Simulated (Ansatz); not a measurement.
NbN: geometry relaxation (part 2 of 2)

NbN (Fm-3m, 2 atoms in the cell); DFT PBE, scalar-relativistic, plane waves, PAW, no spin polarisation (Ansatz 0.2.0); cutoff 420 eV, 16×16×16 k-mesh, Gaussian smearing of 0.1 eV. The structure derives from an entry of the Crystallography Open Database.

Geometry of the input (Å; fractional positions):
```
0.0000  2.1945  2.1945
2.1945  0.0000  2.1945
2.1945  2.1945  0.0000
Nb 0.5000  0.5000  0.5000
N  0.0000  0.0000  0.0000
```

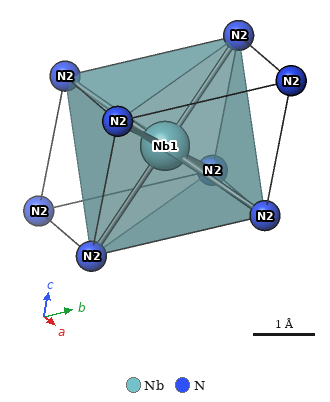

The geometry at step 3 of the log (polyhedral view of the cell of the calculation, seen slightly off an axis; polyhedra are completed across the faces of the cell; atoms are numbered from 1 in the order of the input).

## The program's output, continued
```
SCF iter   1: F=—  HF=-4938.210736 eV  |F-HF|=—  |Δ(HF+E_count)|=         —  Δρ=6.78e-5  dr2=1.08e-6  ethr=6.21e-9  ⟨swp⟩=1.0  Hψ=11881  notcnv=0
preconditioner: auto → none  [metal: Δε(μ)=0.011 eV  Ē_g=14.796 eV  σ=0.100 eV  W_gap=0.06  n_scr=8 (ndim 8)  ℏωp=25.3 eV  f_vac=0.000  D(μ)=1.27/eV (n_scr^D=14)]
SCF iter   2: F=—  HF=-4938.210733 eV  |F-HF|=—  |Δ(HF+E_count)|=   3.23e-6  Δρ=2.94e-5  dr2=2.30e-7  ethr=5.99e-9  ⟨swp⟩=1.0  Hψ=2465  notcnv=0
iter 3 did not close the SCF: its close was put off for the readings that it lacked (scf_convergence_deferred on its scf_iter line)
SCF iter   3: F=-4938.210733 eV  HF=-4938.210733 eV  |F-HF|=4.30e-10  |Δ(HF+E_count)|=   4.77e-8  Δρ=3.24e-6  dr2=1.37e-9  ethr=1.28e-9  ⟨swp⟩=1.1  Hψ=2533  notcnv=0
iter 4 did not close the SCF: its close was put off for the readings that it lacked (scf_convergence_deferred on its scf_iter line)
SCF iter   4: F=-4938.210733 eV  HF=-4938.210733 eV  |F-HF|=1.46e-11  |Δ(HF+E_count)|=  6.46e-11  Δρ=5.67e-7  dr2=4.90e-11  ethr=7.63e-12  ⟨swp⟩=2.5  Hψ=3494  notcnv=0
iter 5 did not close the SCF: its close was put off for the readings that it lacked (scf_convergence_deferred on its scf_iter line)
SCF iter   5: F=-4938.210733 eV  HF=-4938.210733 eV  |F-HF|=1.82e-12  |Δ(HF+E_count)|=  1.82e-12  Δρ=5.85e-8  dr2=1.57e-13  ethr=1.00e-12  ⟨swp⟩=1.0  Hψ=2465  notcnv=0
SCF iter   6: F=-4938.210733 eV  HF=-4938.210733 eV  |F-HF|=9.09e-13  |Δ(HF+E_count)|=  2.73e-12  Δρ=9.59e-9  dr2=1.38e-14  ethr=1.00e-12  ⟨swp⟩=3.0  Hψ=8019  notcnv=0
SCF 6 converged in 6 iterations: F = -4938.210733 eV  dr2 = 1.38e-14
relax step   6: F+E_penalty+E_count = -4938.21073272 eV  Δ(F+E_penalty+E_count) = +1.557e-5 eV  max|allowed force component| = 4.700e-30 eV/Å  Δτ_max = 0.0000 Å  P = +0.001 GPa  Ω = 21.610 Å³  energy of the carried Pulay correction = -1.761e-5 eV  (6 SCF iters, accepted)
iter 1 solved again at ethr=4.76e-8 eV; its pass at ethr=3.10e-3 eV (dr2=8.56e-6 eV) is discarded
SCF iter   1: F=—  HF=-4938.210737 eV  |F-HF|=—  |Δ(HF+E_count)|=         —  Δρ=5.74e-7  dr2=3.37e-11  ethr=4.76e-8  ⟨swp⟩=3.0  Hψ=17906  notcnv=0
eigensolver tolerance schedule: the retry pair's looser diagonalisation over-reported the residual by 254165.78 of it (diagonalisation noise at an unbounded share of the residual, at the tolerance the schedule requests for it); recorded, not acted on — ethr = c·dr2/N_el stays at c = 1.0e-1
SCF iter   2: F=—  HF=-4938.210733 eV  |F-HF|=—  |Δ(HF+E_count)|=   4.53e-6  Δρ=3.31e-7  dr2=1.22e-11  ethr=1.00e-12  ⟨swp⟩=3.0  Hψ=4877  notcnv=0
iter 3 did not close the SCF: its close was put off for the readings that it lacked (scf_convergence_deferred on its scf_iter line)
SCF iter   3: F=-4938.210733 eV  HF=-4938.210733 eV  |F-HF|=5.46e-12  |Δ(HF+E_count)|=  9.09e-13  Δρ=2.06e-7  dr2=4.56e-12  ethr=1.00e-12  ⟨swp⟩=1.0  Hψ=2465  notcnv=0
iter 4 did not close the SCF: its close was put off for the readings that it lacked (scf_convergence_deferred on its scf_iter line)
SCF iter   4: F=-4938.210733 eV  HF=-4938.210733 eV  |F-HF|=1.82e-12  |Δ(HF+E_count)|=    0.00e0  Δρ=1.22e-7  dr2=1.55e-12  ethr=1.00e-12  ⟨swp⟩=1.0  Hψ=2465  notcnv=0
iter 5 did not close the SCF: its close was put off for the readings that it lacked (scf_convergence_deferred on its scf_iter line)
SCF iter   5: F=-4938.210733 eV  HF=-4938.210733 eV  |F-HF|=1.82e-12  |Δ(HF+E_count)|=  9.09e-13  Δρ=8.97e-8  dr2=8.28e-13  ethr=1.00e-12  ⟨swp⟩=1.0  Hψ=2465  notcnv=0
iter 6 did not close the SCF: its close was put off for the readings that it lacked (scf_convergence_deferred on its scf_iter line)
SCF iter   6: F=-4938.210733 eV  HF=-4938.210733 eV  |F-HF|=1.82e-12  |Δ(HF+E_count)|=  9.09e-13  Δρ=5.44e-8  dr2=3.03e-13  ethr=1.00e-12  ⟨swp⟩=1.0  Hψ=2465  notcnv=0
SCF iter   7: F=-4938.210733 eV  HF=-4938.210733 eV  |F-HF|=3.64e-12  |Δ(HF+E_count)|=  1.82e-12  Δρ=2.26e-8  dr2=5.30e-14  ethr=1.00e-12  ⟨swp⟩=2.9  Hψ=7154  notcnv=0
SCF 7 converged in 7 iterations: F = -4938.210733 eV  dr2 = 5.30e-14
relax step   7: F+E_penalty+E_count = -4938.21073272 eV  Δ(F+E_penalty+E_count) = +2.728e-12 eV  max|allowed force component| = 9.466e-30 eV/Å  Δτ_max = 0.0000 Å  P = +0.001 GPa  Ω = 21.610 Å³  stress off target by 1.32e-3 GPa  SCF on the basis re-selected at this cell (its energy is not comparable with the rows above)  (7 SCF iters)
```

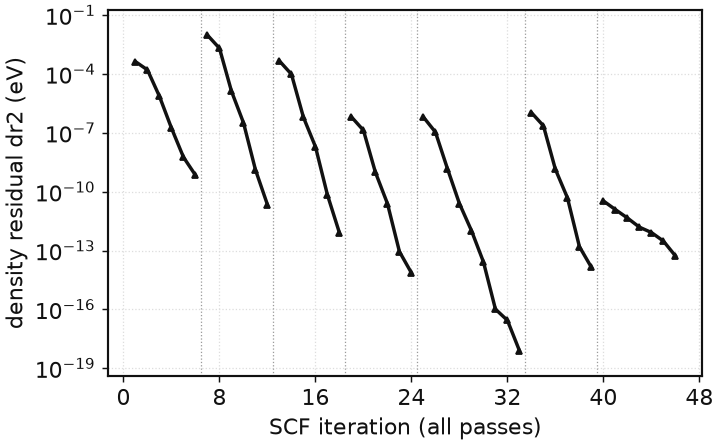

Convergence of the self-consistent field: density residual dr2 against the SCF iteration. The dotted lines part the SCF passes of the relaxation: geometry steps, rejected trials and re-solves on a re-selected basis. The 7 passes take 6 to 9 iterations each, 46 in all.

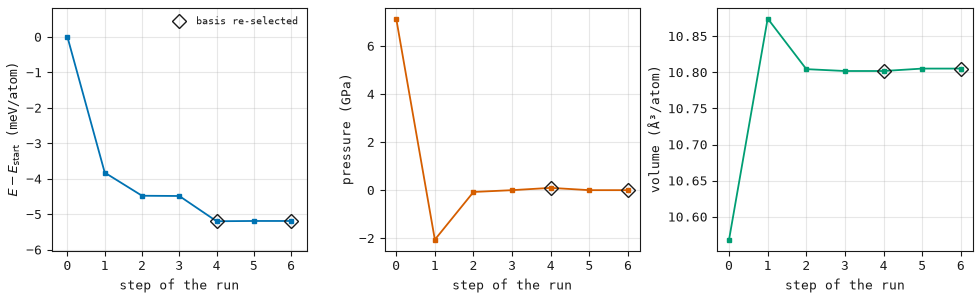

Progress of the relaxation, step by step (the first geometry is step 0 here and step 1 in the log).

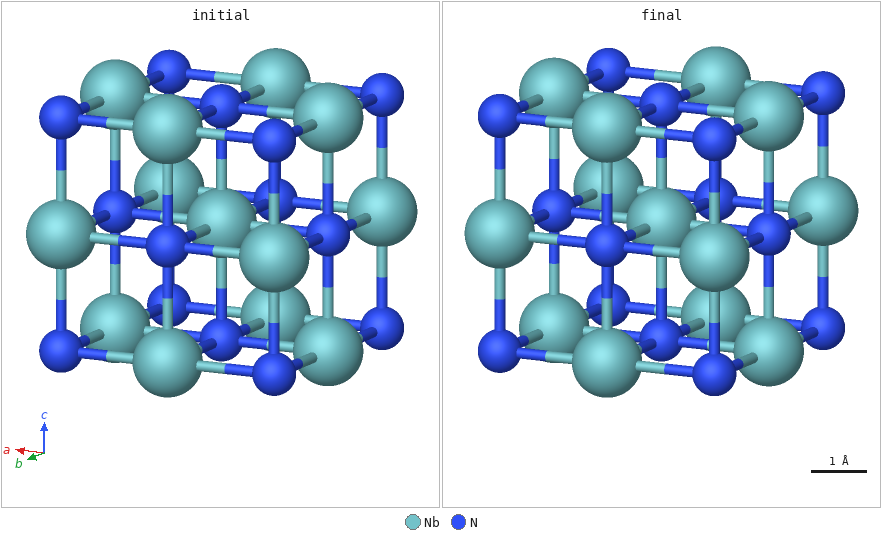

Before (left) and after (right) the relaxation, at one scale (ball-and-stick view of the cell 4 times as large as that of the calculation, set on its symmetry axes, seen at an oblique angle). No atom moves by more than 0.005 Å relative to the cell. Cell: a = b = c 4.389 → 4.422 Å (+0.7 %). Volume +2.2 %. Distances before and after: Nb1–N2 2.195 → 2.211 Å. The space group stays Fm-3m (No. 225). The energy falls by 5.2 meV per atom in 4 geometry steps. All forces vanish by symmetry, so only the cell relaxes. The pressure goes from 7.14 to 0.00 GPa. 1 further SCF at an unchanged geometry re-selected the plane-wave basis for the new cell. The energy change given includes the shifts at the re-selections in mid-walk, which come without any move. A last SCF at the same geometry on a re-selected plane-wave basis shifts the energy by next to nothing (0.0 meV per atom). (Atoms are counted from 1 in the order of the input.)

```
basis re-selected at this cell: Δ(F+E_penalty+E_count) = +2.728e-12 eV, ΔP = +0.000 GPa vs the last step (what re-selecting the basis moved, of the pressure what is left beyond the Pulay correction that the steps carried, after the strain that the cell walked since its last selection, with what the two solves' SCF thresholds leave and, on support functions, any second-order correction that the steps lacked; it is no measure of the basis error at this ecutwfc). This SCF's stress stands 1.32e-3 GPa from its target on what of the cell is left free (relax.cell.stress_tol is 5.00e-2 GPa) and its largest allowed force component is 9.47e-30 eV/Å (relax.f_tol is 5.00e-3 eV/Å): within both
SCF converged after 7 iterations
Free energy (F): -4938.210733 eV
Harris-Foulkes:  -4938.210733 eV  (|F-HF|=3.64e-12)
Internal energy: -4938.204364 eV  (E = F + TS)
E sigma→0 (E₀):  -4938.207548 eV
Entropy (-TS):   -0.006369 eV (-3.185 meV/atom)
Fermi energy:    20.173515 eV
--- Per-component energies (eV) ---
  E_band       = -16.920930
  E_kinetic    = 527.488302
  E_local      = -735.593078  (includes V_loc(G=0)·N_el)
  E_nonlocal   = 163.719365
  E_hartree    = 222.141627
  E_xc         = -236.933873
  E_vxc        = -291.214104  (∫ρ·V_xc dr)
  E_paw        = -3199.987951  (= ΣΔE_a)
  E_vpaw       = -125.604753  (= ΣTr[D̂ρ^β])
  E_aug_tail   = 0.000087  (compensation charges beyond the density's cutoff)
  E_ewald      = -1679.038842
  E_smearing   = -0.006369  (= −TS)
  E_closure    = 0.000000  (closes the sum)
  Σ components = -4938.210733   (vs F -4938.210733, Δ=0.00e0)
--- Forces (eV/Å), atoms counted from 1 ---
  atom   1  Nb     0.00000000    -0.00000000     0.00000000
  atom   2  N     -0.00000000     0.00000000     0.00000000
  max |Σ_I F_I| component: 1.89e-29 eV/Å
--- Stress (GPa, compression-positive) ---
        0.001324      -0.000000      -0.000000
       -0.000000       0.001324      -0.000000
       -0.000000      -0.000000       0.001324
  P = ⅓ Tr σ = 0.0013 GPa (0.013 kbar)
--- Band table (eV; the first three rows and the last of 145) ---
  k-point 0: bands = ["-36.2251", "-11.9087", "-11.9087", "-11.9087", "2.6765", "16.8859", "16.8859", "16.8859", "18.2093", "18.2093", "18.2093", "20.0303", "20.0303", "23.2247", "29.5525", "42.5076", "42.5076"]
  k-point 1: bands = ["-36.2204", "-11.9495", "-11.9121", "-11.9121", "2.7589", "16.4163", "16.5286", "16.5286", "18.3550", "18.3550", "18.4617", "20.4263", "20.4263", "23.4613", "29.8033", "41.6149", "42.0389"]
  k-point 2: bands = ["-36.2070", "-12.0639", "-11.9216", "-11.9216", "2.9956", "15.4919", "15.8252", "15.8252", "18.6751", "18.6751", "18.8422", "21.3507", "21.3507", "24.0770", "30.4874", "40.0046", "40.7777"]
  k-point 144: bands = ["-36.0589", "-12.4798", "-12.4798", "-12.2640", "3.9976", "13.5953", "14.2163", "14.2163", "20.0657", "20.0657", "22.8854", "23.4771", "24.6185", "31.6820", "31.8300", "31.8300", "35.8980"]
--- Relaxed structure (5 steps of the walk, 5 accepted, 2 SCFs on fresh bases) ---
  F+E_penalty+E_count = -4938.21073272 eV   max|allowed force component| = 9.466e-30 eV/Å   (the final SCF, on the basis selected at the relaxed cell)
  cell:  # Å, volume = 21.6103 Å³
    - [-1.579167254257563e-33, 2.210771532408974, 2.210771532408974]
    - [2.210771532408974, -1.2861833623660665e-33, 2.210771532408974]
    - [2.210771532408974, 2.210771532408974, 7.515673748520996e-34]
  atoms:
    - { symbol: Nb, position: [0.5, 0.5, 0.5] }
    - { symbol: N, position: [6.399288757287901e-36, -6.399288757288732e-36, -6.399288757280417e-36] }
```

## Trajectory as extended XYZ (Å, eV, eV/Å), 7 frames, from step=1 to step=7
```
2
Lattice="0.0000 2.1945 2.1945 2.1945 0.0000 2.1945 2.1945 2.1945 0.0000" Properties=species:S:1:pos:R:3:forces:R:3 step=1 energy=-4938.20036 pressure_GPa=7.14
Nb    2.1945    2.1945    2.1945    0.0000   0.0000   0.0000
N     0.0000    0.0000    0.0000    0.0000   0.0000   0.0000
2
Lattice="0.0000 2.2155 2.2155 2.2155 0.0000 2.2155 2.2155 2.2155 0.0000" Properties=species:S:1:pos:R:3:forces:R:3 step=2 energy=-4938.20801 pressure_GPa=-2.06
Nb    2.2155    2.2155    2.2155    0.0000   0.0000   0.0000
N     0.0000    0.0000    0.0000    0.0000   0.0000   0.0000
2
Lattice="0.0000 2.2107 2.2107 2.2107 0.0000 2.2107 2.2107 2.2107 0.0000" Properties=species:S:1:pos:R:3:forces:R:3 step=3 energy=-4938.20931 pressure_GPa=-0.07
Nb    2.2107    2.2107    2.2107    0.0000   0.0000   0.0000
N     0.0000    0.0000    0.0000    0.0000   0.0000   0.0000
2
Lattice="0.0000 2.2105 2.2105 2.2105 0.0000 2.2105 2.2105 2.2105 0.0000" Properties=species:S:1:pos:R:3:forces:R:3 step=4 energy=-4938.20932 pressure_GPa=0.00
Nb    2.2105    2.2105    2.2105    0.0000   0.0000   0.0000
N     0.0000    0.0000    0.0000    0.0000   0.0000   0.0000
2
Lattice="0.0000 2.2105 2.2105 2.2105 0.0000 2.2105 2.2105 2.2105 0.0000" Properties=species:S:1:pos:R:3:forces:R:3 step=5 energy=-4938.21075 pressure_GPa=0.10
Nb    2.2105    2.2105    2.2105    0.0000   0.0000   0.0000
N     0.0000    0.0000    0.0000    0.0000   0.0000   0.0000
2
Lattice="0.0000 2.2108 2.2108 2.2108 0.0000 2.2108 2.2108 2.2108 0.0000" Properties=species:S:1:pos:R:3:forces:R:3 step=6 energy=-4938.21073 pressure_GPa=0.00
Nb    2.2108    2.2108    2.2108    0.0000   0.0000   0.0000
N     0.0000    0.0000    0.0000    0.0000   0.0000   0.0000
2
Lattice="0.0000 2.2108 2.2108 2.2108 0.0000 2.2108 2.2108 2.2108 0.0000" Properties=species:S:1:pos:R:3:forces:R:3 step=7 energy=-4938.21073 pressure_GPa=0.00
Nb    2.2108    2.2108    2.2108    0.0000   0.0000   0.0000
N     0.0000    0.0000    0.0000    0.0000   0.0000   0.0000
```

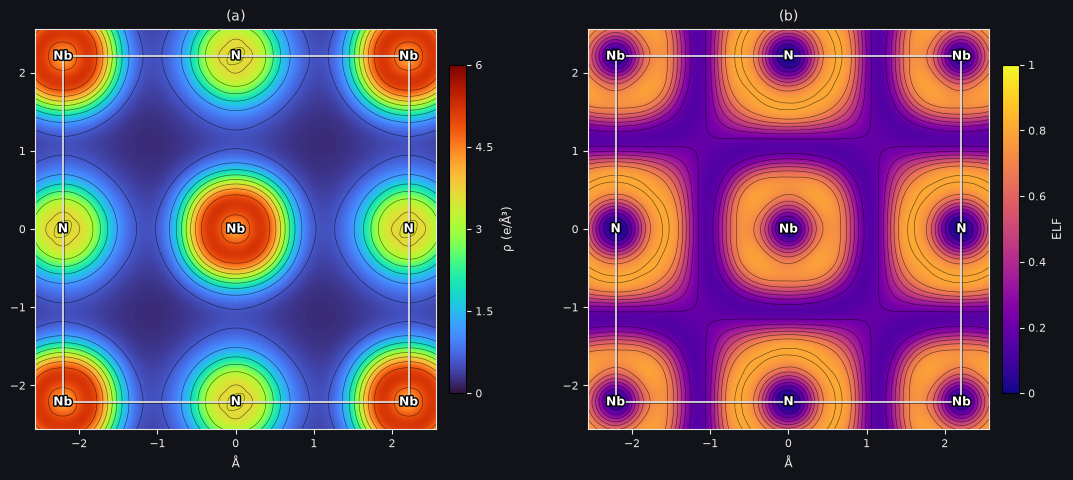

(a) valence charge density (pseudo); (b) ELF on the (001) plane of the conventional cell. The plane passes through Nb and N nuclei. Nb–N (2.21 Å): ρ is about 0.53 e/Å³ halfway; the ELF is about 0.15 at the midpoint; a polar contact without a shared pair, in a metal. Away from the nuclei the density in this plane falls to 0.22 e/Å³ at its lowest. The strong features right at Nb lie inside the PAW spheres (semicore, d or f shells) and say nothing about bonding. In a PAW calculation such maps are meaningful between the atoms, not at the nuclei.

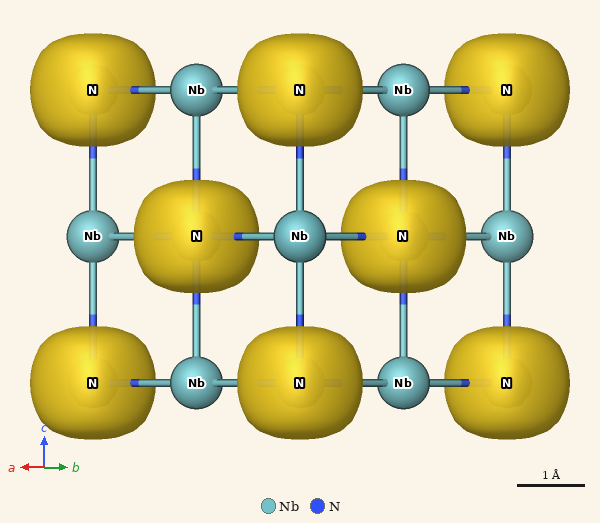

Isosurface of the ELF at 0.6 (yellow), seen along [110]. Core shells and regions of very low density are left out. Sticks mark near contacts. The outline is the cell set on symmetry axes. Profiles from the grid: Nb–N (2.21 Å): the ELF is about 0.15 at the midpoint (a polar contact without a shared pair, in a metal).
